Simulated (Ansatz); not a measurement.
# Single-point calculation of Si

- system: Si (I4/mmm, 1 atom in the cell)
- method: DFT LDA, scalar-relativistic, plane waves, PAW, no spin polarisation (Ansatz 0.2.0)

The structure derives from a Materials Project entry. It belongs to a series of runs on one base structure; here: strain -0.015 along x and y, +0.015 along z, atoms carried along. Figures and captions count atoms from 1; the log counts them from 0 in places.

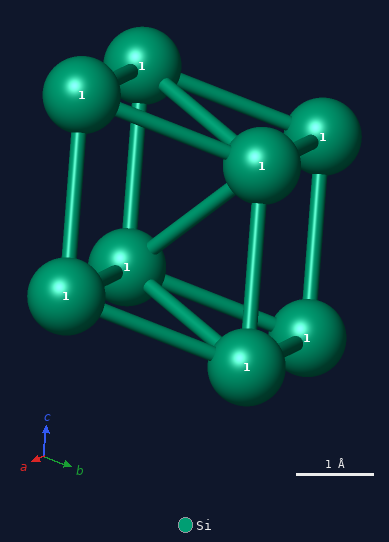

Fig. 1: The structure (ball-and-stick view of the cell of the calculation, seen slightly off an axis; atoms are numbered from 1 in the order of the input). An atom can appear more than once, as a periodic image.

### Key numbers

| quantity | value |
| --- | --- |
| outcome | converged |
| space group (tolerance 0.01 Å) | I4/mmm (139) |
| electrons treated | 4 |
| free energy | −608.2541 eV |
| Fermi energy | 11.170 eV |
| gap on the k-point mesh | none (metallic) |
| pressure | 1.37 GPa |
| largest force (length of the vector) | under 0.001 eV/Å |
| hardware | 2 threads of Arm Neoverse V2, 24 GiB of memory available, shared host |
| wall time | 5.4 s (CPU time 11 s) |
| peak memory | 0.46 GiB |

### Input
```yaml
crystal:
  lattice:
    - [-1.6111279968, 1.6111279968, 1.3243844741]
    - [1.6111279968, -1.6111279968, 1.3243844741]
    - [1.6111279968, 1.6111279968, -1.3243844741]
  atoms:
    - { symbol: Si, position: [0.0, 0.0, 0.0] }
basis:
  ecutwfc: 420
kpoints:
  mp_grid: { grid: [28, 28, 28] }
hamiltonian:
  xc: lda
scf:
  occupations: { method: gaussian, width: 0.15 }
output:
  forces: true
  stress: true
  eigenvalues: true
  write_density: true
  write_potential: true
  elf: true
  volumetric_format: npy
```

Launch command:
```bash
ansatz run input.yaml --threads 2 --pin off --max-ram 5120MiB --backend cpu --events-out ev --progress --plain --runs-dir out
```

### Log
```
Engine: ansatz 0.2.0, aarch64-unknown-linux-gnu
Pseudopotentials: kind: paw
Pseudopotential: Si, paw, valence charge 4, recommended cutoff 420 eV (normal), Si.paw.azcp
Functional definition: SPW92
  exchange = slater_x
  correlation = pw_c
Crystal: 1 atoms, lattice volume = 13.751 Å³
Basis set: ecut = 420 eV, 273 PW (Γ)
Bands: 6, of which v1, the nominal top of the filled ones, is band 2 counted from 1 (1 counted from 0)
Symmetry: 16 space group operations
Space group: I4/mmm (ITA 139), of the structure as read, at distance tolerance 2.4e-5 Å
k-points: 1639 of 21952
Non-local potential: Si, projectors of the file, l = 0: 2, l = 1: 2, l = 2: 2
PAW form: soft (Blöchl's): semilocal exchange-correlation on the pseudo side does not see the compensation charge
PAW frozen core: Si, regenerated for the run's functional, and the local potential with it (the file was generated under x = pbe(κ = 0.804, μ = 0.2195149727645171), c = pbe(β = 0.06672455060314922))
PAW one-centre angular grid: Si, 110 points (default); XC on 64 Gauss nodes
Initial density: superposition of atomic densities (neutral atoms: chi_scale 0, normalization atom), corrected by the library's trained network
Initial wavefunctions: pseudopotential atomic-orbital guess
Functional: x = slater, c = lda
SCF iter   1: F=—  HF=-608.254863 eV  |F-HF|=—  |Δ(HF+E_count)|=         —  Δρ=4.05e-3  dr2=1.74e-3  ethr=1.77e-3  ⟨swp⟩=5.0  Hψ=92674  notcnv=0
preconditioner: auto → none  [metal: Δε(μ)=0.004 eV  Ē_g=14.135 eV  σ=0.150 eV  W_gap=0.01  n_scr=0 (ndim 8)  ℏωp=20.0 eV  f_vac=0.000  D(μ)=0.39/eV (n_scr^D=0)]
SCF iter   2: F=—  HF=-608.254212 eV  |F-HF|=—  |Δ(HF+E_count)|=   6.50e-4  Δρ=1.66e-3  dr2=2.56e-4  ethr=4.35e-5  ⟨swp⟩=1.1  Hψ=23076  notcnv=0
SCF iter   3: F=—  HF=-608.254107 eV  |F-HF|=—  |Δ(HF+E_count)|=   1.06e-4  Δρ=1.40e-4  dr2=8.27e-7  ethr=6.40e-6  ⟨swp⟩=2.0  Hψ=12744  notcnv=0
SCF iter   4: F=—  HF=-608.254108 eV  |F-HF|=—  |Δ(HF+E_count)|=   8.65e-7  Δρ=1.86e-5  dr2=4.40e-8  ethr=2.07e-8  ⟨swp⟩=2.0  Hψ=12800  notcnv=0
iter 5 did not close the SCF: its close was put off for the readings that it lacked (scf_convergence_deferred on its scf_iter line)
SCF iter   5: F=-608.254108 eV  HF=-608.254108 eV  |F-HF|=1.24e-9  |Δ(HF+E_count)|=   1.88e-8  Δρ=4.59e-6  dr2=2.56e-9  ethr=1.10e-9  ⟨swp⟩=1.9  Hψ=12128  notcnv=0
SCF iter   6: F=-608.254108 eV  HF=-608.254108 eV  |F-HF|=9.09e-13  |Δ(HF+E_count)|=   1.03e-9  Δρ=1.45e-7  dr2=2.37e-12  ethr=6.40e-11  ⟨swp⟩=4.5  Hψ=40881  notcnv=0
SCF 1 converged in 6 iterations: F = -608.254108 eV  dr2 = 2.37e-12
  greatest PAW one-centre occupation: 0.677 electrons in one spin orbital (limit 2), on the Si atom at site 0 (counted from 0), in its partial waves of l = 0
```

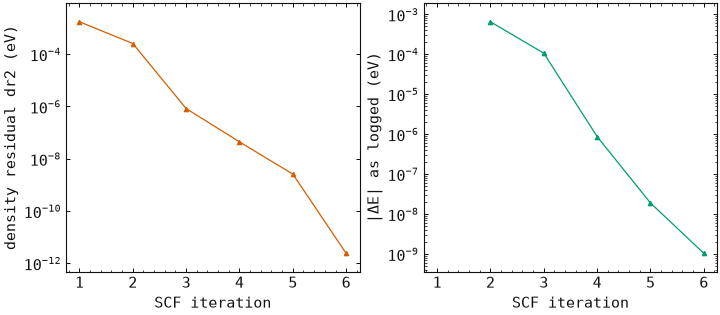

Fig. 2: Convergence of the self-consistent field: density residual dr2 and size of the energy change against the SCF iteration. The residual falls at every step.

```
SCF converged after 6 iterations
Free energy (F): -608.254108 eV
Harris-Foulkes:  -608.254108 eV  (|F-HF|=9.09e-13)
Internal energy: -608.249719 eV  (E = F + TS)
E sigma→0 (E₀):  -608.251913 eV
Entropy (-TS):   -0.004388 eV (-4.388 meV/atom)
Fermi energy:    11.169708 eV
--- Per-component energies (eV) ---
  E_band       = 21.298207
  E_kinetic    = 42.452355
  E_local      = 2.745187  (includes V_loc(G=0)·N_el)
  E_nonlocal   = 26.526358
  E_hartree    = 0.467233
  E_xc         = -56.250986
  E_vxc        = -48.973111  (∫ρ·V_xc dr)
  E_paw        = -485.605732  (= ΣΔE_a)
  E_vpaw       = -2.387055  (= ΣTr[D̂ρ^β])
  E_aug_tail   = 0.000006  (compensation charges beyond the density's cutoff)
  E_ewald      = -138.668471
  E_core_change = 0.084331  (= ΣΔE_core)
  E_smearing   = -0.004388  (= −TS)
  E_closure    = 0.000000  (closes the sum)
  Σ components = -608.254108   (vs F -608.254108, Δ=0.00e0)
--- Forces (eV/Å), atoms counted from 1 ---
  atom   1  Si     0.00000000     0.00000000     0.00000000
  max |Σ_I F_I| component: 3.94e-31 eV/Å
--- Stress (GPa, compression-positive) ---
        1.908866      -0.000000       0.000000
       -0.000000       1.908866      -0.000000
        0.000000      -0.000000       0.285221
  P = ⅓ Tr σ = 1.3677 GPa (13.677 kbar)
--- Band table (eV; the first three rows and the last of 1639) ---
  k-point 0: bands = ["-3.6658", "20.9607", "21.5366", "21.5366", "24.4217", "24.9394"]
  k-point 1: bands = ["-3.6303", "19.9656", "21.5567", "22.2598", "24.5638", "24.5875"]
  k-point 2: bands = ["-3.5238", "18.5930", "21.6162", "22.8534", "23.9798", "24.9395"]
  k-point 1638: bands = ["8.8622", "8.8622", "9.9185", "12.3904", "15.0385", "17.4962"]
```

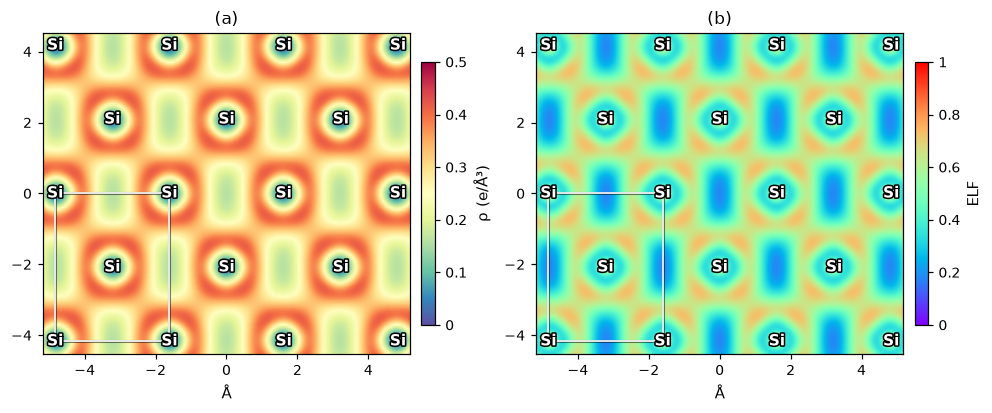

Fig. 3: (a) valence electron density; (b) ELF on the (011) plane of the conventional cell. Away from the nuclei the density in this plane falls to 0.16 e/Å³ at its lowest. In a PAW calculation such maps are meaningful between the atoms, not at the nuclei.
